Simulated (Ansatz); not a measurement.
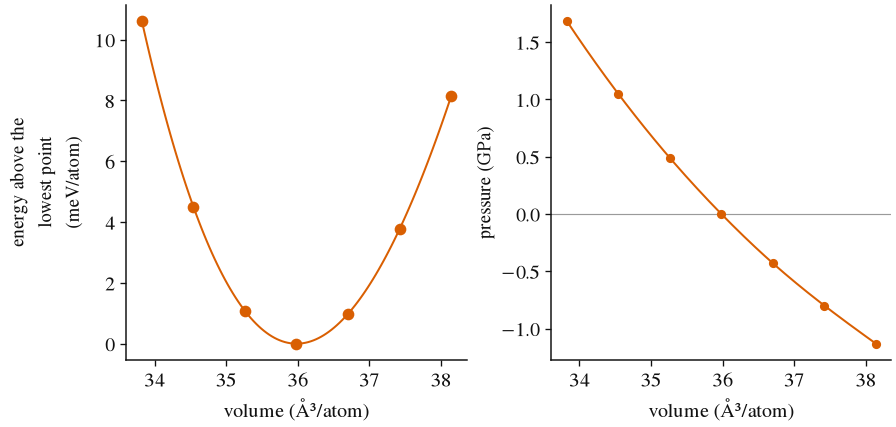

The picture above shows the energy above the lowest point and pressure against volume for I, space group Im-3m (No. 229) (one of a set of cubic test structures, which need not be the stable phase).

Calculation (Ansatz 0.2.0 development build): equation of state of a cubic crystal from periodic Kohn-Sham density functional theory without spin, third-order Birch-Murnaghan fit to the free energies; pressure corrected for the finite basis. Level: PBE.

```json
{"setting": "structure type", "value": "bcc"}
{"setting": "atoms in cell", "value": "1"}
{"setting": "space group number", "value": "229"}
{"setting": "lattice centring", "value": "body-centred primitive"}
{"setting": "k mesh", "value": "37×37×37"}
{"setting": "occupation method", "value": "Fermi–Dirac"}
{"setting": "occupation width", "value": "0.06123 eV"}
{"setting": "wave cutoff", "value": "420 eV"}
{"setting": "datasets", "value": "soft-1 PAW"}
{"setting": "density tolerance", "value": "1e-07 eV"}
{"setting": "bands", "value": "13"}
{"setting": "density cutoff ratio", "value": "4"}
{"setting": "search for lower states", "value": "default"}
```

How stiff is the solid, and where is its volume at rest?

Answer. A third-order Birch–Murnaghan fit gives V0 = 35.98 Å³/atom, B0 = 22.9 GPa and B′ = 5.6.

What does the pressure do across the range?

Answer. It falls from 1.685 GPa at volume 33.82 Å³/atom to −1.132 GPa at 38.14 Å³/atom, and changes sign near 35.98 Å³/atom.

Note: cubic model structure, not the ambient form.
